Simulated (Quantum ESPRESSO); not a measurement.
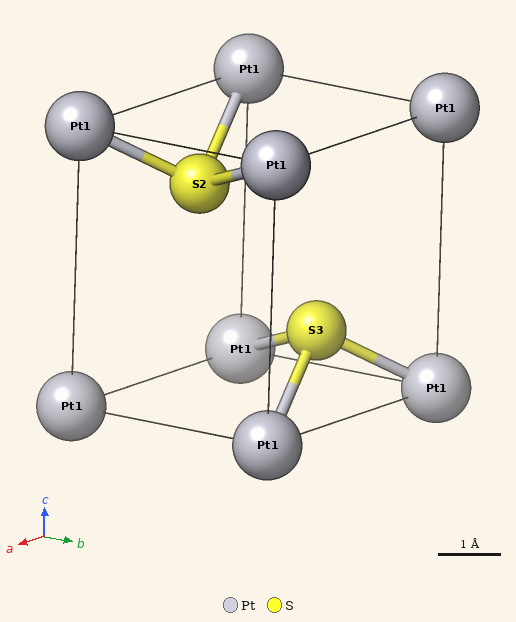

The structure (ball-and-stick view of the cell of the calculation, seen at an oblique angle; atoms are numbered from 1 in the order of the input).

# Band-structure run, with input and output: PtS$_{2}$ (part 1 of 2)

The run: band-structure run of PtS$_{2}$ (P-1, 3 atoms in the cell). Method and program: Kohn-Sham DFT of a periodic cell, vdW-DF3-opt2, DFT+U, GBRV 1.5 PBE, no spin polarisation (Quantum ESPRESSO 7.5).

The structure derives from an entry of the Crystallography Open Database.

**Log**
```
This program is part of the open-source Quantum ESPRESSO suite
     for quantum simulation of materials; please cite
         "P. Giannozzi et al., J. Phys.:Condens. Matter 21 395502 (2009);
         "P. Giannozzi et al., J. Phys.:Condens. Matter 29 465901 (2017);
         "P. Giannozzi et al., J. Chem. Phys. 152 154105 (2020);
          URL
     in publications or presentations arising from this work. More details at

     IMPORTANT: XC functional enforced from input :
     Exchange-correlation= VDW-DF3-OPT2
                           (   1   4  46   0   4   0   0)
     Any further DFT definition will be discarded
     Please, verify this is what you really want

     G-vector sticks info
     --------------------
     sticks:   dense  smooth     PW     G-vecs:    dense   smooth      PW
     Sum        1103     551    179                42651    15079    2821

     Using Slab Decomposition

     bravais-lattice index     =            0
     lattice parameter (alat)  =       6.5284  a.u.
     unit-cell volume          =     369.6968 (a.u.)^3
     number of atoms/cell      =            3
     number of atomic types    =            2
     number of electrons       =        28.00
     number of Kohn-Sham states=           24
     kinetic-energy cutoff     =      45.0000  Ry
     charge density cutoff     =     360.0000  Ry
     scf convergence threshold =      6.0E-10
     mixing beta               =       0.3000
     number of iterations used =           16  plain     mixing
     Exchange-correlation= VDW-DF3-OPT2
                           (   1   4  46   0   4   0   0)
     Hubbard projectors: atomic
     Hubbard parameters of DFT+U (Dudarev formulation) in eV:
     U(Pt-5d) =  4.5000

     Internal variables: lda_plus_u =T, lda_plus_u_kind = 0

     Internal variables: orbital_resolved =F, hub_pot_fix =F, apply_U = F

     celldm(1)=   6.528351  celldm(2)=   0.000000  celldm(3)=   0.000000
     celldm(4)=   0.000000  celldm(5)=   0.000000  celldm(6)=   0.000000

     crystal axes: (cart. coord. in units of alat)
               a(1) = (   0.999789   0.014491  -0.014549 )
               a(2) = (  -0.487345   0.896943   0.015663 )
               a(3) = (  -0.020690   0.013775   1.470562 )

     reciprocal axes: (cart. coord. in units 2 pi/alat)
               b(1) = (  0.992526  0.539123  0.008914 )
               b(2) = ( -0.016189  1.106287 -0.010590 )
               b(3) = (  0.009992 -0.006449  0.680213 )

     PseudoPot. # 1 for Pt read from file:
     pt_pbe_v1.4.uspp.F.UPF
     Pseudo is Ultrasoft + core correction, Zval = 16.0
     Generated by new atomic code, or converted to UPF format
     Using radial grid of  985 points,  6 beta functions with:
                l(1) =   0
                l(2) =   0
                l(3) =   1
                l(4) =   1
                l(5) =   2
                l(6) =   2
     Q(r) pseudized with  8 coefficients,  rinner =    1.300   1.300   1.300
                                                       1.300   1.300

     PseudoPot. # 2 for S  read from file:
     s_pbe_v1.4.uspp.F.UPF
     Pseudo is Ultrasoft + core correction, Zval =  6.0
     Generated by new atomic code, or converted to UPF format
     Using radial grid of  907 points,  6 beta functions with:
                l(1) =   0
                l(2) =   0
                l(3) =   1
                l(4) =   1
                l(5) =   2
                l(6) =   2
     Q(r) pseudized with  8 coefficients,  rinner =    1.300   1.300   1.300
                                                       1.300   1.300

     atomic species   valence    mass     pseudopotential
     Pt               16.00   195.08400     Pt( 1.00)
     S                 6.00    32.06000     S ( 1.00)

     No symmetry found

   Cartesian axes

     site n.     atom                  positions (alat units)
         1        Pt     tau(   1) = (   0.0000000   0.0000000   0.0000000  )
         2        S      tau(   2) = (   0.4880844   0.3192897   1.1322664  )
         3        S      tau(   3) = (   0.0036698   0.6059194   0.3394099  )

     number of k points=   132

     Number of k-points >= 100: set verbosity='high' to print them.

     Dense  grid:    42651 G-vectors     FFT dimensions: (  40,  45,  60)

     Smooth grid:    15079 G-vectors     FFT dimensions: (  27,  30,  45)

     Check: negative core charge=   -0.000001

     Initial potential from superposition of free atoms

     starting charge      27.4999, renormalised to      28.0000

     negative rho (up, down):  1.858E-01 0.000E+00

     %%%%%%%%%%%%%%%%%%%%%%%%%%%%%%%%%%%%%%%%%%%%%%%%%%%%%%%%%%%%%%%%%%%%%%%%
     %                                                                      %
     % You are using vdW-DF, which was implemented by the Thonhauser group. %
     % Please cite the following two papers that made this development      %
     % possible and the two reviews that describe the various versions:     %
     %                                                                      %
     %   T. Thonhauser et al., PRL 115, 136402 (2015).                      %
     %   T. Thonhauser et al., PRB 76, 125112 (2007).                       %
     %   K. Berland et al., Rep. Prog. Phys. 78, 066501 (2015).             %
     %   D.C. Langreth et al., J. Phys.: Condens. Matter 21, 084203 (2009). %
     %                                                                      %
     % If you are calculating stress with vdW-DF, please also cite:         %
     %                                                                      %
     %   R. Sabatini et al., J. Phys.: Condens. Matter 24, 424209 (2012).   %
     %                                                                      %
     %%%%%%%%%%%%%%%%%%%%%%%%%%%%%%%%%%%%%%%%%%%%%%%%%%%%%%%%%%%%%%%%%%%%%%%%

     %%%%%%%%%%%%%%%%%%%%%%%%%%%%%%%%%%%%%%%%%%%%%%%%%%%%%%%%%%%%%%%%%%%%%%%%
     %                                                                      %
     %  vdW-DF NEWS:                                                        %
     %                                                                      %
     %  * vdW-DF3 is now available. DOI: 10.1021/acs.jctc.0c00471           %
     %    use with input_dft = 'vdW-DF3-opt1' or 'vdW-DF3-opt2'             %
     %                                                                      %
     %  * Unscreened and range-separated hybrid vdW-DF-cx functionals       %
     %    DOI: 10.1063/1.4986522 and 10.1088/1361-648X/ac2ad2               %
     %    use with input_dft = 'vdW-DF-cx0'    and 'vdW-DF-ahcx'            %
     %  * Unscreened and range-separated hybrid vdW-DF2-b86r functionals    %
     %    DOI: 10.1063/1.4986522 and DOI: 10.1103/PhysRevX.12.041003        %
     %    use with input_dft = 'vdW-DF2-br0' and 'vdW-DF2-ahbr'             %
     %                                                                      %
     %%%%%%%%%%%%%%%%%%%%%%%%%%%%%%%%%%%%%%%%%%%%%%%%%%%%%%%%%%%%%%%%%%%%%%%%

     STARTING HUBBARD OCCUPATIONS:

     =================== HUBBARD OCCUPATIONS ===================
     ------------------------ ATOM    1 ------------------------
     Tr[ns(  1)] =   9.50000
     eigenvalues:
       0.950  0.950  0.950  0.950  0.950
     eigenvectors (columns):
       1.000  0.000  0.000  0.000  0.000
       0.000  1.000  0.000  0.000  0.000
       0.000  0.000  1.000  0.000  0.000
       0.000  0.000  0.000  1.000  0.000
       0.000  0.000  0.000  0.000  1.000
     occupation matrix ns (before diag.):
       0.950  0.000  0.000  0.000  0.000
       0.000  0.950  0.000  0.000  0.000
       0.000  0.000  0.950  0.000  0.000
       0.000  0.000  0.000  0.950  0.000
       0.000  0.000  0.000  0.000  0.950

     Number of occupied Hubbard levels =    9.5000

     Atomic wfc used for Hubbard projectors are NOT orthogonalized

     Starting wfcs are random

     Self-consistent Calculation

     iteration #  1     ecut=    45.00 Ry     beta= 0.30
     Davidson diagonalization with overlap
     ethr =  1.00E-02,  avg # of iterations =  9.1

     =================== HUBBARD OCCUPATIONS ===================
     ------------------------ ATOM    1 ------------------------
     Tr[ns(  1)] =   8.49611
     eigenvalues:
       0.690  0.703  0.950  0.951  0.955
     eigenvectors (columns):
       0.001  0.014  0.201  0.007 -0.979
      -0.319  0.716 -0.510 -0.341 -0.097
      -0.760 -0.307 -0.278  0.498 -0.058
      -0.520 -0.240  0.434 -0.690  0.081
      -0.224  0.580  0.658  0.399  0.146
     occupation matrix ns (before diag.):
       0.955 -0.002  0.001  0.000 -0.003
      -0.002  0.797 -0.009 -0.000 -0.121
       0.001 -0.009  0.777 -0.121 -0.000
       0.000 -0.000 -0.121  0.866  0.004
      -0.003 -0.121 -0.000  0.004  0.854

     Number of occupied Hubbard levels =    8.4961

     WARNING!!! Modifying starting ns matrices according to input values

     =================== HUBBARD OCCUPATIONS ===================
     ------------------------ ATOM    1 ------------------------
     Tr[ns(  1)] =   8.00000
     eigenvalues:
       0.000  1.000  1.000  1.000  1.000
     eigenvectors (columns):
       0.979 -0.059  0.012  0.189  0.037
       0.097  0.308 -0.814 -0.406  0.260
       0.058 -0.439 -0.287 -0.261 -0.808
      -0.081 -0.836 -0.205  0.075  0.497
      -0.146  0.099 -0.461  0.852 -0.176
     occupation matrix ns (before diag.):
       0.041 -0.095 -0.057  0.079  0.143
      -0.095  0.991 -0.006  0.008  0.014
      -0.057 -0.006  0.997  0.005  0.008
       0.079  0.008  0.005  0.993 -0.012
       0.143  0.014  0.008 -0.012  0.979

     Number of occupied Hubbard levels =    8.0000

     negative rho (up, down):  1.784E-01 0.000E+00

     total energy              =    -258.67912680 Ry
     estimated scf accuracy    <       1.56764913 Ry

     iteration #  2     ecut=    45.00 Ry     beta= 0.30
     Davidson diagonalization with overlap
     ethr =  5.60E-03,  avg # of iterations =  2.0

     negative rho (up, down):  1.782E-01 0.000E+00

     total energy              =    -258.55740505 Ry
     estimated scf accuracy    <       0.43338933 Ry

     iteration #  3     ecut=    45.00 Ry     beta= 0.30
     Davidson diagonalization with overlap
     ethr =  1.55E-03,  avg # of iterations =  1.0

     negative rho (up, down):  1.760E-01 0.000E+00

     total energy              =    -258.74303050 Ry
     estimated scf accuracy    <       0.21416062 Ry

     iteration #  4     ecut=    45.00 Ry     beta= 0.30
     Davidson diagonalization with overlap
     ethr =  7.65E-04,  avg # of iterations =  1.1

     negative rho (up, down):  1.753E-01 0.000E+00

     total energy              =    -258.77349480 Ry
     estimated scf accuracy    <       0.02723341 Ry

     iteration #  5     ecut=    45.00 Ry     beta= 0.30
     Davidson diagonalization with overlap
     ethr =  9.73E-05,  avg # of iterations =  3.2

     negative rho (up, down):  1.754E-01 0.000E+00

     total energy              =    -258.77560914 Ry
     estimated scf accuracy    <       0.00214387 Ry

     iteration #  6     ecut=    45.00 Ry     beta= 0.30
     Davidson diagonalization with overlap
     ethr =  7.66E-06,  avg # of iterations =  5.8

     negative rho (up, down):  1.755E-01 0.000E+00

     total energy              =    -258.77579711 Ry
     estimated scf accuracy    <       0.00015496 Ry

     iteration #  7     ecut=    45.00 Ry     beta= 0.30
     Davidson diagonalization with overlap
     ethr =  5.53E-07,  avg # of iterations =  4.1

     negative rho (up, down):  1.755E-01 0.000E+00

     total energy              =    -258.77586092 Ry
     estimated scf accuracy    <       0.00006582 Ry

     iteration #  8     ecut=    45.00 Ry     beta= 0.30
     Davidson diagonalization with overlap
     ethr =  2.35E-07,  avg # of iterations =  1.1

     negative rho (up, down):  1.755E-01 0.000E+00

     total energy              =    -258.77587182 Ry
     estimated scf accuracy    <       0.00000308 Ry

     iteration #  9     ecut=    45.00 Ry     beta= 0.30
     Davidson diagonalization with overlap
     ethr =  1.10E-08,  avg # of iterations =  3.2

     negative rho (up, down):  1.755E-01 0.000E+00

     total energy              =    -258.77587294 Ry
     estimated scf accuracy    <       0.00000014 Ry

     iteration # 10     ecut=    45.00 Ry     beta= 0.30
     Davidson diagonalization with overlap
     ethr =  4.88E-10,  avg # of iterations =  2.7

     negative rho (up, down):  1.755E-01 0.000E+00

     total energy              =    -258.77587300 Ry
     estimated scf accuracy    <       0.00000003 Ry

     iteration # 11     ecut=    45.00 Ry     beta= 0.30
     Davidson diagonalization with overlap
     ethr =  1.12E-10,  avg # of iterations =  1.6

     negative rho (up, down):  1.755E-01 0.000E+00

     total energy              =    -258.77587303 Ry
     estimated scf accuracy    <          3.0E-09 Ry

     iteration # 12     ecut=    45.00 Ry     beta= 0.30
     Davidson diagonalization with overlap
     ethr =  1.07E-11,  avg # of iterations =  3.1

     negative rho (up, down):  1.755E-01 0.000E+00

     End of self-consistent calculation
```
